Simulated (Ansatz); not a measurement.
KBr

```xyz
4
Lattice="3.2513 0.0000 -3.2513 -3.3337 0.0000 -3.3337 0.0000 6.5850 0.0000" Properties=species:S:1:pos:R:3 pbc="T T T"
K    -0.0412    3.2925   -3.2925
K     0.0000    0.0000    0.0000
Br   -0.0412    0.0000   -3.2925
Br    0.0000    3.2925    0.0000
```

Space group Immm; changed on purpose from its base cell (strain +0.0250 x Voigt [0, 0, 0, 0, 1, 0], atoms carried along).

Method: DFT r2SCAN, scalar-relativistic, plane waves, PAW (Ansatz).

**What can the converged valence pseudo-density and electron localisation function tell about the bonding?**

K–Br (3.29 Å): the density is about 0.09 e/Å³ at the midpoint, with its minimum of 0.07 e/Å³ about 1.5 Å from K; the ELF is about 0.10 at the midpoint; a largely ionic contact.

**Metal or insulator at this level of theory?**

It is gapped, with a Kohn–Sham gap of 5.1 eV on the k-point mesh, an upper bound to the gap of this method.

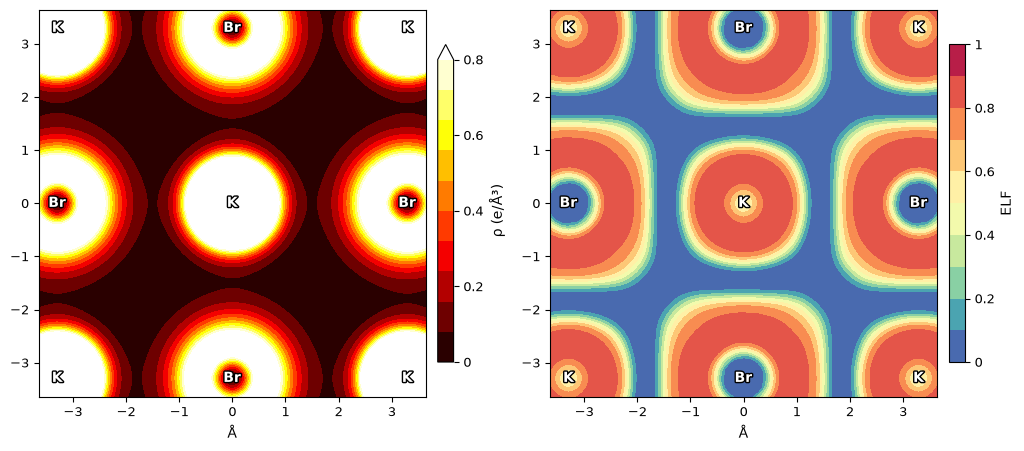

Computed valence pseudo-density and electron localisation function on the (11̄0) plane of the conventional cell, in this order. 

The density is the valence pseudo-density of a PAW calculation; it isn't the true density close to the nuclei.
